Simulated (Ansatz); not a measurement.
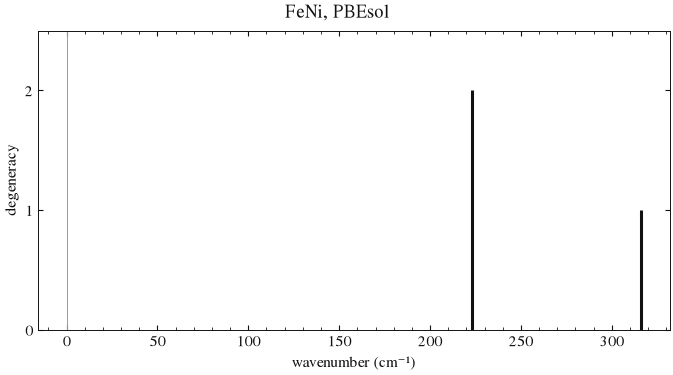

Plotted: zone-centre optical phonon frequencies (the three acoustic modes are left out) for FeNi, space group P4/mmm (No. 123).

Starting cell:
```yaml
crystal:
  lattice:
    - [2.44320, 0.00000, 0.00000]
    - [0.00000, 2.44320, 0.00000]
    - [0.00000, 0.00000, 3.50898]
  atoms:
    - { symbol: Fe, position: [0.00000, 0.00000, 0.00000] }
    - { symbol: Ni, position: [0.50000, 0.50000, 0.50000] }
```

Computed with Ansatz 0.2.0: harmonic phonon frequencies at the zone centre with atoms at rest in the given cell, without the long-range term of polar modes, the three translations left out, imaginary frequencies are negative; plane waves with PAW datasets, Γ-centred k mesh. Level: PBEsol, collinear spin. The state reached is ferromagnetic.

- wave cutoff: 420 eV
- k mesh: 16×16×12
- occupations: Gaussian
- smearing width: 0.2 eV
- pressure: 6 GPa
- phonon method: linear response

This calculation gives: highest mode 316.0 cm⁻¹ and lowest optical mode 223.3 cm⁻¹.

Now the cell is expanded by 1.8 % in volume, to 10.66 Å³/atom, with shape and atoms relaxed (pressure 2 GPa against 6). Predict the effect.

The highest mode falls from 316.0 to 305.9 cm⁻¹ (−3.2 %) and the lowest optical mode falls from 223.3 to 217.1 cm⁻¹ (−2.8 %). The shift of the highest mode amounts to a Grüneisen parameter of 1.84.

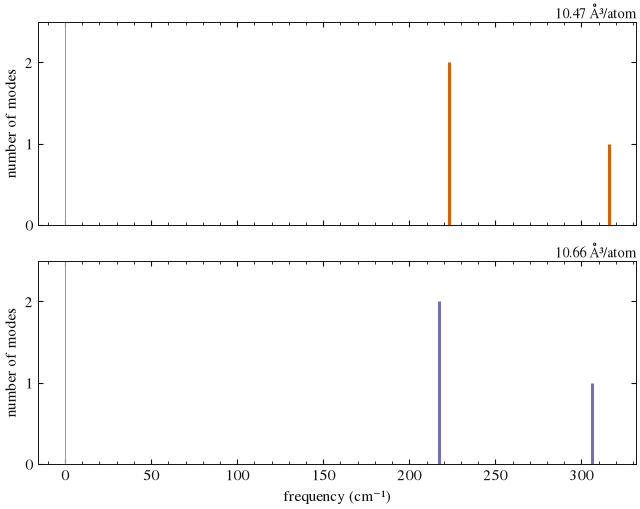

The two results together.

For both, limits of the calculation: metal sensitive to the k mesh.
